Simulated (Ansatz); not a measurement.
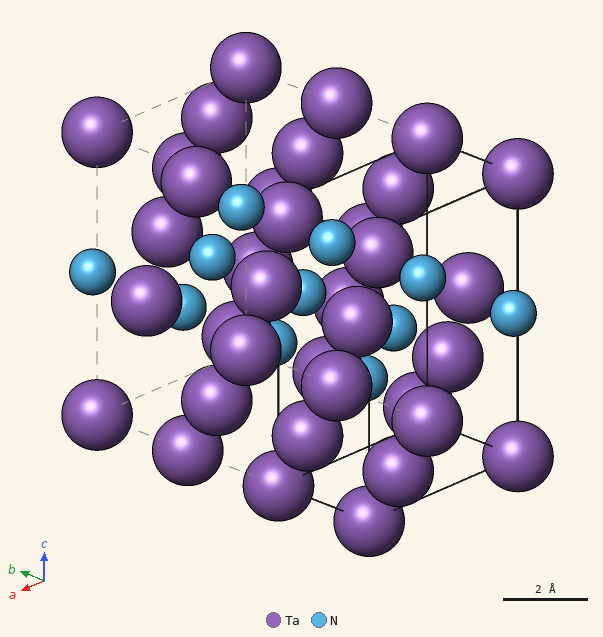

Shown here is a spheres-only view of the crystal, taken from a general direction. One conventional unit cell is drawn solid; the view covers 1×3×1 cells.

Ta₃N, space group C2 (No. 5), a = 5.20 Å, b = 3.00 Å, c = 7.45 Å, α = 90.00°, β = 90.00°, γ = 90.00°.

Computational set-up: DFT PBEsol, scalar-relativistic, plane waves, PAW in Ansatz 0.2.0, E_cut = 420 eV, k-points about 0.13 Å⁻¹ apart, Gaussian smearing of 0.15 eV, no spin polarisation.

What is the electronic character?

A metal: bands cross the Fermi level.

What pressure does the calculation give for this cell?

The computed pressure is 1.5 GPa (compressed: it would expand). The stress isn't hydrostatic: its largest component is 2.2 GPa.

It derives from a structure listed in the Materials Project. The cell was then strained or its atoms displaced on purpose. It went into a calculation with Ansatz.

At this level of theory the run's own cell isn't at rest (forces up to 2.1 eV/Å), so its distances can differ from those at equilibrium, the more so the softer the solid.
